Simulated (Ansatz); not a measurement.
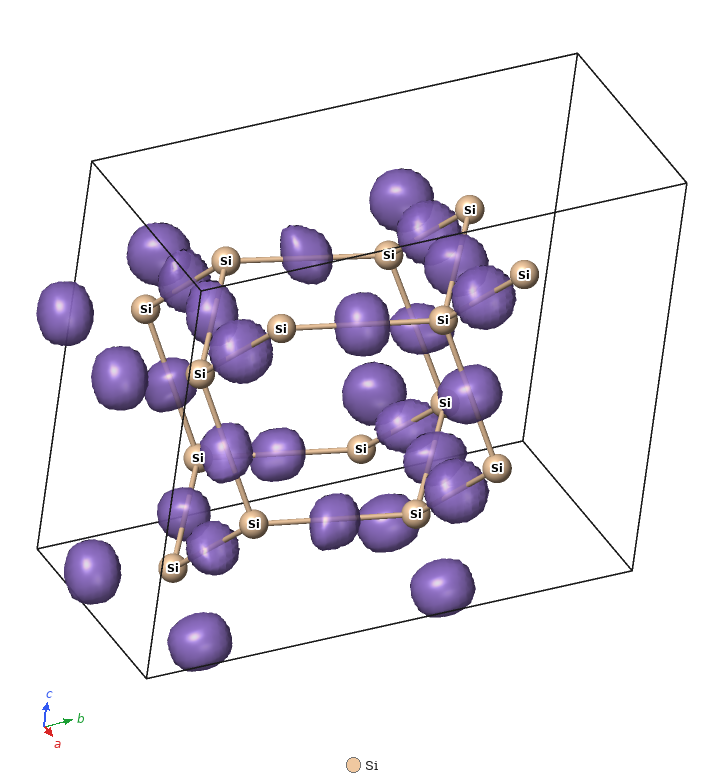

The picture shows: Si (cell with a defect). Isosurface of the ELF at 0.9 (purple), seen slightly off an axis. Only the valence region is drawn (cores and ρ < 0.01 e/Å³ removed). Sticks mark near contacts.

These are results of Ansatz 0.2.0, DFT PBEsol, scalar-relativistic, plane waves, PAW, not measurements.

In a PAW calculation such maps are meaningful between the atoms, not at the nuclei.

Q: Describe the localisation domains.

A: At this value the surface marks out 28 regions between bonded Si–Si atoms, counted in one cell of 15 atoms. Regions shared between cells count once. Along the contacts the grid gives the following. Si–Si (2.35 Å): the ELF peaks at about 0.95 between the atoms.

Q: Metal or insulator at this level of theory?

A: It is gapless in this calculation (a metal or semimetal).
